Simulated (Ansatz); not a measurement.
Input

```
crystal:
  lattice:
    - [3.0969355204, 0.0, 0.0]
    - [0.0, 3.0969355204, 0.0]
    - [0.0, 0.0, 30.2069778592]
  atoms:
    - { symbol: C, position: [-0.0341996724, 0.678240959, 0.2611513249] }
    - { symbol: Si, position: [0.4658268424, 0.66491161, 0.2915908872] }
    - { symbol: C, position: [0.4660238447, 0.1661398377, 0.3287489595] }
    - { symbol: Si, position: [-0.0340462731, 0.1649066523, 0.364240258] }
    - { symbol: C, position: [-0.0337840153, 0.66496268, 0.4007455875] }
    - { symbol: Si, position: [0.465969684, 0.6647739231, 0.4369016415] }
    - { symbol: C, position: [0.4661352018, 0.1647456989, 0.4730467051] }
    - { symbol: Si, position: [-0.0359993253, 0.1644244944, 0.5099128778] }
basis:
  ecutwfc: 420
kpoints:
  mp_grid: { grid: [11, 11, 1] }
hamiltonian:
  xc: pbe
scf:
  occupations: { method: gaussian, width: 0.1 }
output:
  forces: true
  stress: true
  eigenvalues: true
  write_density: true
  write_potential: true
  elf: true
  volumetric_format: npy
efield:
  axis: 3
  dipole_correction: true
  ramp_width: 0.04
```

Command:

```sh
ansatz run input.yaml --threads 4 --pin off --max-ram 10240MiB --backend cpu --events-out ev --progress --plain --runs-dir out
```

These are results of Ansatz 0.2.0, DFT PBE, scalar-relativistic, plane waves, PAW, not measurements.

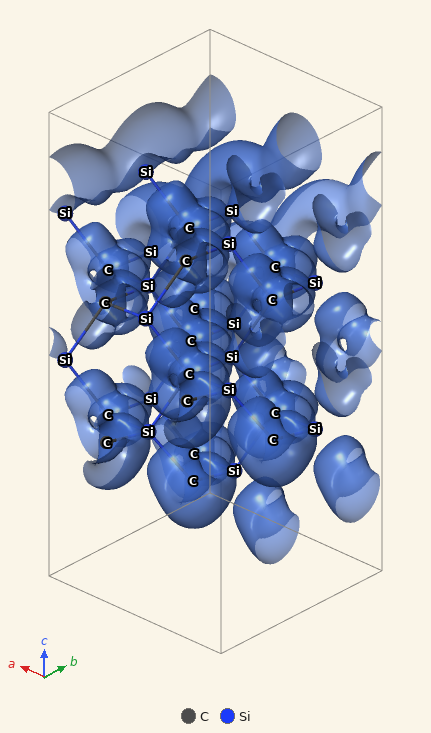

SiC (slab). Isosurface of the ELF at 0.7 (blue), seen at an oblique angle. Core shells and regions of very low density are left out. Sticks mark near contacts.

Question: Identify the bonds, lone pairs and shells in this picture.

Answer: The ELF exceeds this value in four regions on C in which the atom's valence shell and bonds are merged and channels that run through the cell in one direction, counted in one cell of 8 atoms. Counts are for one cell; the picture repeats the cell along the surface. Profiles from the grid: Si–C (1.80 Å): the ELF peaks at about 0.95 between the atoms. Si–C (1.88 Å): the ELF peaks at about 0.95 between the atoms.
